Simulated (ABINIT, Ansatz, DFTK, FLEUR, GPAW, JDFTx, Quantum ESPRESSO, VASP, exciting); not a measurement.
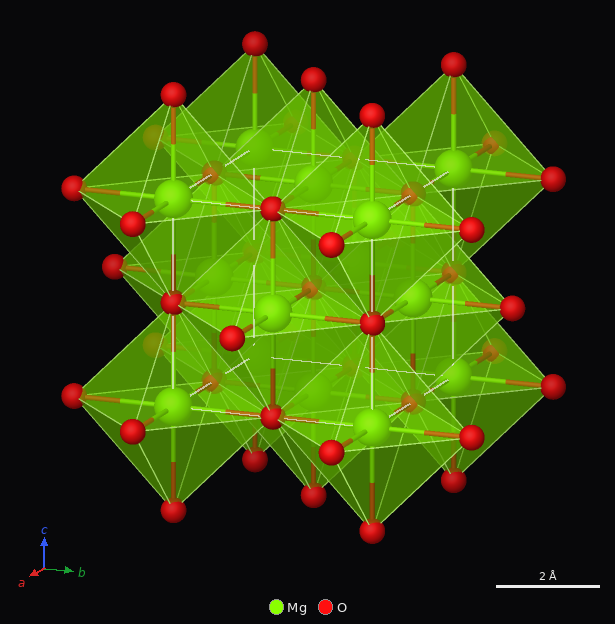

MgO, rock salt (NaCl type), space group Fm-3m (No. 225), a = 4.194 Å, b = 4.194 Å, c = 4.194 Å, α = 90.00°, β = 90.00°, γ = 90.00°. This polyhedral model is shown slightly off an axis. The outline marks the conventional unit cell. Some neighbours outside the box are added. The cell is a structure listed in the Materials Project.

One fixed geometry in nine programs or potential sets. Alike in all runs: functional PBE; k mesh 11 × 11 × 11 on the run's cell of 2 atoms; occupations fermi-dirac, width 0.05 eV; no spin polarisation; no spin-orbit coupling. A dash marks a pressure that wasn't computed or isn't reliable.

| program | gap (eV) | pressure (GPa) |
| --- | --- | --- |
| GPAW (PAW data 1.2.1) | 4.89 | 7.0 |
| exciting (all-electron) | 4.87 | - |
| FLEUR (all-electron) | 4.86 | - |
| Ansatz LAPW (all-electron) | 4.86 | 7.0 |
| ABINIT (JTH PAW PBE v2.0) | 4.86 | 7.1 |
| VASP (PBE potentials, release 64 Mg, O) | ? | ? |
| DFTK (PseudoDojo 0.4.1 standard) | 4.89 | 6.7 |
| JDFTx (PseudoDojo 0.5 standard) | 4.90 | 6.7 |
| Quantum ESPRESSO (SSSP 1.3 efficiency) | 4.85 | 6.4 |

### What does VASP (PBE potentials, release 64 Mg, O) give?

A gap of 4.85 eV and a pressure of 6.2 GPa. The other rows span 4.85 to 4.90 eV and 6.4 to 7.1 GPa.

### Is this cell larger or smaller than the equilibrium cell of this functional?

Smaller: all pressures given are positive (6.2 to 7.1 GPa), so its volume would grow.

Gaps are the least found on the k-mesh; a mesh with odd divisions misses some points on the zone boundary, so where the band edges lie there the true gap is smaller. Plane-wave pressures hold the error of each finite cutoff.
